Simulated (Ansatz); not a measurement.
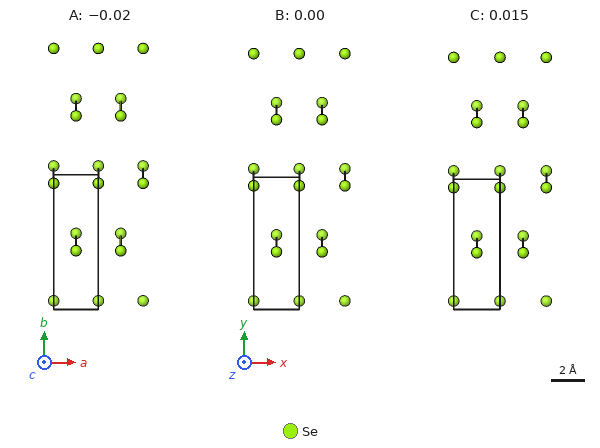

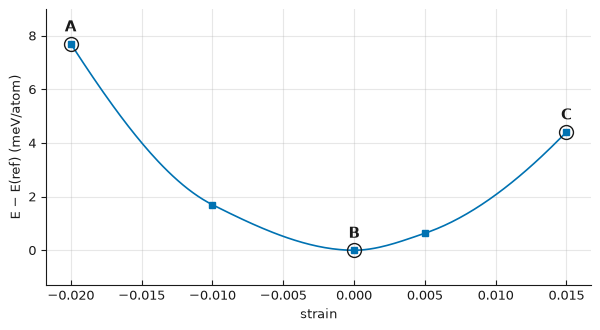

A scan of solid Se (Cmcm): the cell is strained along x and oppositely along y, with the atoms kept at their fractional coordinates. x, y and z are the Cartesian axes of the input. The lettered frames are marked on the plot. A ball-and-stick model of the conventional cell (2 times the calculation's cell), repeated 1 × 1 × 1 with one cell outlined, repeated 2 × 2 × 1 with one cell outlined, seen along the c axis. Lengths and directions refer to the drawn axes.

Computed with Ansatz 0.2.0, DFT PBE, scalar-relativistic, plane waves, PAW. Set-up: plane-wave cutoff 420 eV; k-point mesh 18 × 18 × 10; occupations gaussian; smearing width 0.15 eV; no spin polarisation. Energies (free energies at the smearing named) are counted from the cell as listed in its source, which wasn't relaxed.

> Read off the main features of the energy profile.

The lowest computed point lies at the strain 0.00 (0.00 meV/atom). At the ends of the scan the energy is 7.70 meV/atom (−0.02) and 4.41 meV/atom (0.015). The unrelaxed reference is under a pressure of 1.5 GPa. The distortion keeps the space group Cmcm. At the strain −0.02 the cell of the drawing goes a 2.789 → 2.733 Å, b 8.078 → 8.240 Å.
